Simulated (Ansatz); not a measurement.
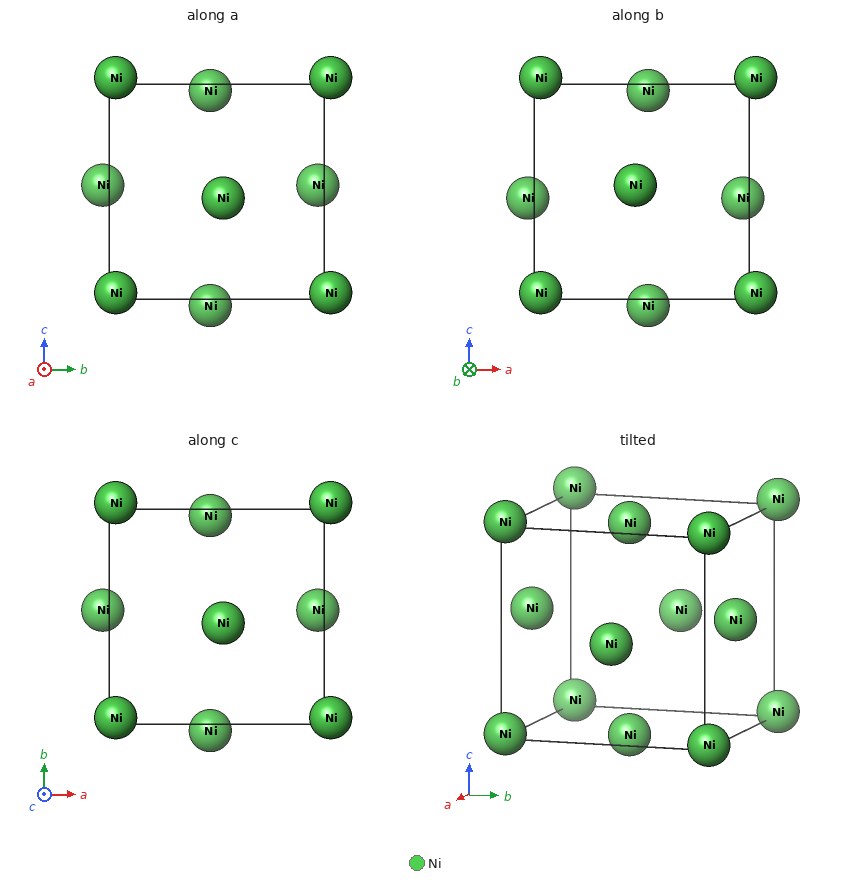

Figure: spheres-only view along the a axis, along the b axis, along the c axis and slightly off an axis. One conventional unit cell is framed, with atoms on its boundary repeated.

Lattice parameters: a = 6.106 Å, b = 6.106 Å, c = 6.106 Å, α = 90.00°, β = 90.00°, γ = 90.00°.

Convert the drawing into a table of Wyckoff sites, with free fractional coordinates to two decimals.

Space group P2_13 (No. 198).
| atom | site | x | y | z |
| --- | --- | --- | --- | --- |
| Ni | 4a | 0.03 | 0.03 | 0.03 |

The picture shows a generated cell, made by putting these elements into a known structure type (the compound may or may not exist in this form); the geometry isn't optimised. It went into a calculation with Ansatz.

At this level of theory the cell isn't at rest (stretched, at -5 GPa), so its distances can differ from those at equilibrium, the more so the softer the solid.
